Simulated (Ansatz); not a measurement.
## Single-point calculation, with input and output: NiGe

System: NiGe (R-3m, 2 atoms in the cell).
Method: DFT r2SCAN, scalar-relativistic, plane waves, PAW, no spin polarisation (Ansatz 0.2.0).

The structure was built on a prototype by a generator; it need not be a known phase. It belongs to a series of runs on one base structure; here: volume nm: 1.3 V/V0. Figures and captions count atoms from 1; the log counts them from 0 in places.

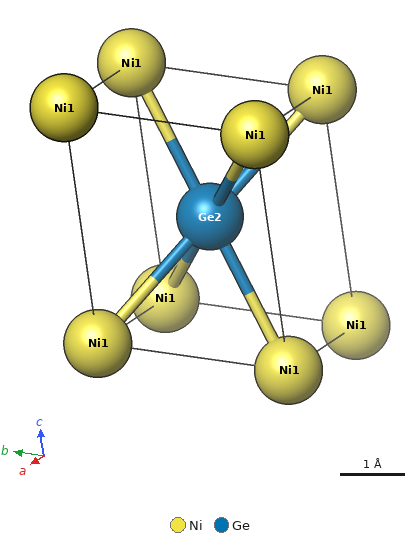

Figure 1. The input geometry (ball-and-stick view of the reduced cell, seen slightly off an axis; atoms are numbered from 1 in the order of the input). An atom can appear more than once, as a periodic image. Near neighbours in the periodic cell (some may lie outside the picture): Ni has 6 Ge at 2.70 Å; Ge has 6 Ni at 2.70 Å.

Input
```yaml
crystal:
  lattice:
    - [1.6191439281, 1.6191439281, 3.8044383426]
    - [1.6191439281, 3.8044383426, 1.6191439281]
    - [3.8044383426, 1.6191439281, 1.6191439281]
  atoms:
    - { symbol: Ni, position: [0.0, 0.0, 0.0] }
    - { symbol: Ge, position: [0.5, 0.5, 0.5] }
basis:
  ecutwfc: 500
kpoints:
  mp_grid: { grid: [18, 18, 18] }
hamiltonian:
  xc: r2scan
scf:
  occupations: { method: gaussian, width: 0.1 }
  lower_state_search: "off"
output:
  forces: true
  stress: true
  eigenvalues: true
  write_density: true
  write_potential: true
  elf: true
  volumetric_format: npy
```

Command:
```bash
ansatz run input.yaml --threads 1 --pin off --max-ram 2560MiB --backend cpu --events-out ev --progress --plain --runs-dir out
```

Log
```
basis.fft_grid_basis auto: the FFT boxes are laid along the combinations [[1, -1, 0], [0, 1, 0], [0, -1, 1]] of the cell's own vectors, 3.090, 4.440 and 3.090 Å long. The dense box has 24×36×24 points. Along the cell's own vectors, as sized, it would have 36×36×36, 2.25 times as many. Of the 12 symmetry operations that the crystal satisfies within crystal.symmetry.tolerance (time reversal apart; of a slab, those that keep its plane) the dense box along the cell's own vectors carries 12, and the one as laid loses 8 of those. basis.fft_grid_basis: typed keeps the cell's own vectors: state it where this run's energies or levels are differenced outside the engine with another run's, or held beside a run that keeps those vectors. Those combinations have planes normal to reciprocal vector 3, as the cell's own vectors have. Each planar average written beside output.write_density, output.write_potential has a row for each plane of the box: 24. The volumetric files lie along those combinations, not along the cell's own vectors: a cube or XSF file states them, and fields.json those of NumPy files.
Engine: ansatz 0.2.0, x86_64-unknown-linux-gnu
Pseudopotentials: kind: paw
Pseudopotential: Ni, paw, valence charge 18, recommended cutoff 500 eV (meta_gga), Ni.paw.azcp
Pseudopotential: Ge, paw, valence charge 14, recommended cutoff 500 eV (meta_gga), Ge.paw.azcp
Functional definition: r2SCAN
  parameter k0 = 0.174
  parameter k1 = 0.065
  parameter a1 = 4.9479
  exchange = r2scan_x(k0 = k0, k1 = k1, a1 = a1)
  correlation = r2scan_c
Crystal: 2 atoms, lattice volume = 33.633 Å³
Basis set: ecut = 500 eV, 837 PW (Γ), FFT grids on a1−a2, a2, −a2+a3, exchange–correlation on 96×144×96 points (64 copies of the dense FFT grid, shifted against one another)
Bands: 20, of which v1, the nominal top of the filled ones, is band 16 counted from 1 (15 counted from 0)
Symmetry: 12 space group operations
Space group: R-3m (ITA 166), of the structure as read, at distance tolerance 3.2e-5 Å
k-points: 580 of 5832
Non-local potential: Ni, projectors of the file, l = 0: 3, l = 1: 2, l = 2: 3, l = 3: 1
Non-local potential: Ge, projectors of the file, l = 0: 2, l = 1: 2, l = 2: 3, l = 3: 1
PAW form: soft (Blöchl's): semilocal exchange-correlation on the pseudo side does not see the compensation charge
PAW frozen core: Ni, regenerated for the run's functional (the file was generated under x = pbe(κ = 0.804, μ = 0.2195149727645171), c = pbe(β = 0.06672455060314922))
PAW frozen core: Ge, regenerated for the run's functional (the file was generated under x = pbe(κ = 0.804, μ = 0.2195149727645171), c = pbe(β = 0.06672455060314922))
PAW one-centre angular grid: Ni, 590 points (default); XC on 160 Gauss nodes
PAW one-centre angular grid: Ge, 590 points (default); XC on 160 Gauss nodes
Initial density: superposition of atomic densities (neutral atoms: chi_scale 0, normalization atom), corrected by the library's trained network
Initial wavefunctions: pseudopotential atomic-orbital guess
Functional: x = r2scan, c = r2scan; τ floored in thin density (d = 2e-4 eV/Å³)
SCF iter   1: F=-10147.283388 eV  HF=-10147.496989 eV  |F-HF|=2.14e-1  |Δ(HF+E_count)|=         —  Δρ=3.58e-2  dr2=3.31e-1  dr2_τ=3.67e-2  ethr=1.77e-3  ⟨swp⟩=4.4  Hψ=46847  notcnv=0
preconditioner: auto → Kerker (q_TF=auto, 2.706 Å⁻¹)  [metal: Δε(μ)=0.003 eV  Ē_g=17.096 eV  σ=0.100 eV  W_gap=0.02  n_scr=14 (ndim 8)  ℏωp=31.4 eV  f_vac=0.000  D(μ)=1.73/eV (n_scr^D=14)]
SCF iter   2: F=-10147.095833 eV  HF=-10147.578108 eV  |F-HF|=4.82e-1  |Δ(HF+E_count)|=   8.11e-2  Δρ=4.40e-2  dr2=4.45e-1  dr2_τ=2.39e-3  ethr=1.03e-3  ⟨swp⟩=2.4  Hψ=23984  notcnv=0  defer=7
SCF iter   3: F=-10147.529295 eV  HF=-10147.530678 eV  |F-HF|=1.38e-3  |Δ(HF+E_count)|=   4.74e-2  Δρ=4.17e-3  dr2=2.53e-3  dr2_τ=5.45e-5  ethr=1.03e-3  ⟨swp⟩=2.0  Hψ=18530  notcnv=0  defer=7
SCF iter   4: F=-10147.525987 eV  HF=-10147.529882 eV  |F-HF|=3.90e-3  |Δ(HF+E_count)|=   7.95e-4  Δρ=4.95e-3  dr2=5.63e-3  dr2_τ=3.81e-5  ethr=7.91e-6  ⟨swp⟩=2.0  Hψ=25131  notcnv=0  defer=7
SCF iter   5: F=-10147.530020 eV  HF=-10147.530016 eV  |F-HF|=4.34e-6  |Δ(HF+E_count)|=   1.33e-4  Δρ=1.30e-3  dr2=5.09e-4  dr2_τ=2.88e-6  ethr=7.91e-6  ⟨swp⟩=2.0  Hψ=16571  notcnv=0  defer=7
SCF iter   6: F=-10147.530194 eV  HF=-10147.530222 eV  |F-HF|=2.81e-5  |Δ(HF+E_count)|=   2.06e-4  Δρ=7.19e-4  dr2=1.16e-4  dr2_τ=1.93e-6  ethr=1.59e-6  ⟨swp⟩=2.0  Hψ=18180  notcnv=0  defer=7
SCF iter   7: F=-10147.530202 eV  HF=-10147.530253 eV  |F-HF|=5.03e-5  |Δ(HF+E_count)|=   3.07e-5  Δρ=5.95e-4  dr2=8.00e-5  dr2_τ=2.65e-7  ethr=3.64e-7  ⟨swp⟩=1.1  Hψ=13944  notcnv=0  defer=7
SCF iter   8: F=-10147.530251 eV  HF=-10147.530251 eV  |F-HF|=2.56e-7  |Δ(HF+E_count)|=   1.20e-6  Δρ=6.23e-5  dr2=1.67e-6  dr2_τ=6.20e-9  ethr=2.50e-7  ⟨swp⟩=1.5  Hψ=13104  notcnv=0  defer=7
SCF iter   9: F=-10147.530252 eV  HF=-10147.530252 eV  |F-HF|=1.34e-7  |Δ(HF+E_count)|=   3.22e-7  Δρ=2.15e-5  dr2=2.02e-7  dr2_τ=1.00e-9  ethr=5.20e-9  ⟨swp⟩=2.0  Hψ=17022  notcnv=0  defer=7
SCF iter  10: F=-10147.530252 eV  HF=-10147.530252 eV  |F-HF|=1.32e-8  |Δ(HF+E_count)|=   2.00e-8  Δρ=7.20e-6  dr2=1.58e-8  dr2_τ=1.13e-10  ethr=3.13e-10  ⟨swp⟩=7.5  Hψ=70790  notcnv=0
SCF 1 converged in 10 iterations: F = -10147.530252 eV  dr2 = 1.58e-8
  greatest PAW one-centre occupation: 1.002 electrons in one spin orbital (limit 2), on the Ni atom at site 0 (counted from 0), in its partial waves of l = 1
```

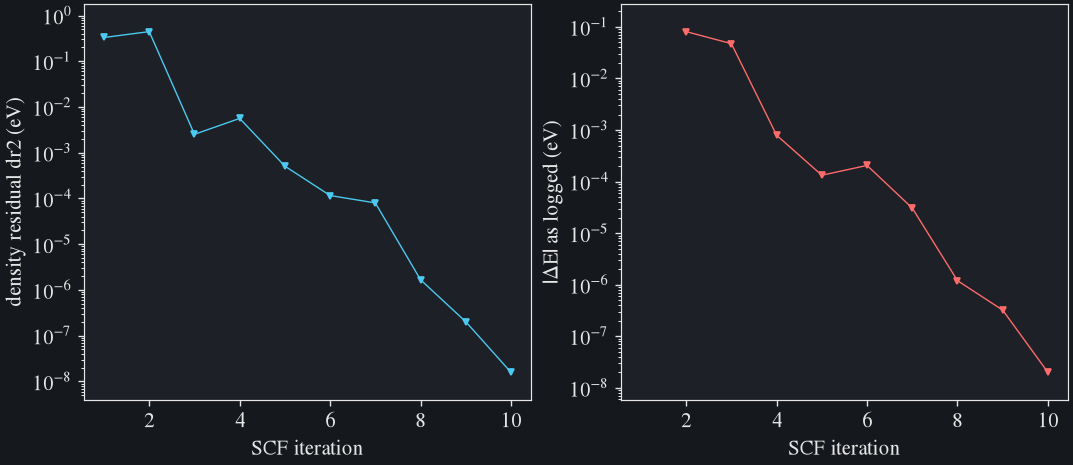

Figure 2. Convergence of the self-consistent field: density residual dr2 and size of the energy change against the SCF iteration. The residual comes down, with one marked jump up, by a factor of about 2, at step 4.

```
SCF converged after 10 iterations
Free energy (F): -10147.530252 eV
Harris-Foulkes:  -10147.530252 eV  (|F-HF|=1.32e-8)
Internal energy: -10147.520188 eV  (E = F + TS)
E sigma→0 (E₀):  -10147.525220 eV
Entropy (-TS):   -0.010064 eV (-5.032 meV/atom)
Fermi energy:    11.341967 eV
--- Per-component energies (eV) ---
  E_band       = -531.717839
  E_kinetic    = 389.524372
  E_local      = -6287.179447  (includes V_loc(G=0)·N_el)
  E_nonlocal   = 1067.883517
  E_hartree    = 2682.177583
  E_xc         = -143.945665
  E_vxc        = -179.105204  (∫ρ·V_xc dr)
  E_paw        = -3685.353203  (= ΣΔE_a)
  E_vpaw       = -899.312760  (= ΣTr[D̂ρ^β])
  E_aug_tail   = 0.000253  (compensation charges beyond the density's cutoff)
  E_vtau       = 12.112394  (kinetic-family band-sum trace: ∫τ·v_τ [+ j·A + Jᵃ·Aᵃ] dr)
  E_ewald      = -4169.241763
  E_core_change = -1.385834  (= ΣΔE_core)
  E_smearing   = -0.010064  (= −TS)
  E_closure    = 0.000000  (closes the sum)
  Σ components = -10147.530252   (vs F -10147.530252, Δ=0.00e0)
--- Forces (eV/Å), atoms counted from 1 ---
  atom   1  Ni     0.00000000     0.00000000     0.00000000
  atom   2  Ge    -0.00000000     0.00000000     0.00000000
  max |Σ_I F_I| component: 1.68e-29 eV/Å
--- Stress (GPa, compression-positive) ---
      -21.275190      -2.458837      -2.458837
       -2.458837     -21.275190      -2.458837
       -2.458837      -2.458837     -21.275190
  P = ⅓ Tr σ = -21.2752 GPa (-212.752 kbar)
--- Band table (eV; the first three rows and the last of 580) ---
  k-point 0: bands = ["-94.8990", "-53.9934", "-53.7598", "-53.7598", "-13.9195", "-13.9195", "-13.8245", "-13.8054", "-13.8054", "-0.6332", "8.8914", "9.2421", "10.1110", "10.1110", "10.2795", "10.2795", "13.4942", "18.7143", "18.7143", "25.3778"]
  k-point 1: bands = ["-94.8990", "-53.9934", "-53.7602", "-53.7599", "-13.9198", "-13.9174", "-13.8232", "-13.8065", "-13.8057", "-0.5644", "8.8684", "9.2314", "10.0990", "10.1301", "10.2669", "10.3827", "13.5439", "18.1723", "18.5902", "24.5768"]
  k-point 2: bands = ["-94.8989", "-53.9933", "-53.7613", "-53.7602", "-13.9208", "-13.9113", "-13.8193", "-13.8097", "-13.8064", "-0.3583", "8.7921", "9.2555", "10.0503", "10.1857", "10.2307", "10.6390", "13.7023", "16.9058", "18.2723", "23.4550"]
  k-point 579: bands = ["-94.8991", "-53.9936", "-53.7599", "-53.7599", "-13.9192", "-13.9192", "-13.8215", "-13.8042", "-13.8042", "0.2964", "4.8027", "9.6820", "10.0325", "10.0325", "10.2782", "10.2782", "19.1947", "19.1947", "22.5707", "22.8562"]
```

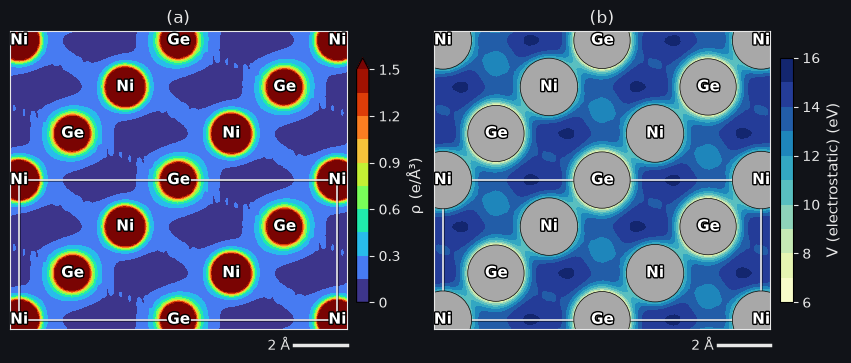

Figure 3. (a) valence pseudo-density; (b) electrostatic potential (local pseudopotential plus Hartree) felt by an electron on the (110) plane of the conventional cell. Grey discs, where drawn, cover atomic cores. Ni–Ge (2.70 Å): the density is about 0.26 e/Å³ at the midpoint. Away from the nuclei the density in this plane falls to 0.08 e/Å³ at its lowest. Outside the cores the potential energy rises away from the atoms and is highest about 1.9 Å from the nearest atoms; outside the discs it spans about 9 eV, and its zero is arbitrary. Core electrons are frozen (PAW), so the fields are smoothed inside the atomic spheres.

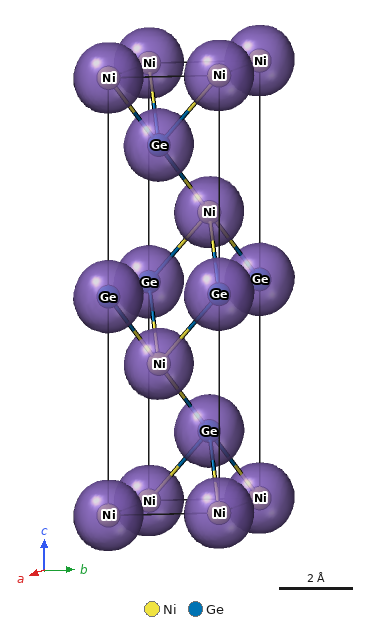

Figure 4. Isosurface of the valence charge density (pseudo) at 0.4 e/Å³ (purple), seen slightly off an axis. Sticks mark near contacts. The outline is the cell set on symmetry axes. At this value the density breaks into separate islands; it holds about 85 % of the electrons treated as valence (semicore included). It is pinched off along the Ni–Ge (2.70 Å) contacts. On the grid the lowest density along these lines, outside the cores, is 0.26 e/Å³ (Ni–Ge, 2.70 Å).

Key numbers

- outcome: converged
- space group (tolerance 0.01 Å): R-3m (166)
- electrons treated: 32
- free energy: −10147.5303 eV
- Fermi energy: 11.342 eV
- gap on the k-point mesh: none (metallic)
- pressure: −21.28 GPa
- largest force (length of the vector): under 0.001 eV/Å
- hardware: 1 thread of Intel Xeon @ 2.50GHz (Skylake/Cascade Lake), 189 GiB of memory available, shared host
- wall time: 1.8 min
- peak memory: 0.75 GiB

Notes

The run has no spin polarisation, so a magnetic state may lie lower. The cell is under a tension of 21 GPa at this level, so it is not at its equilibrium volume.
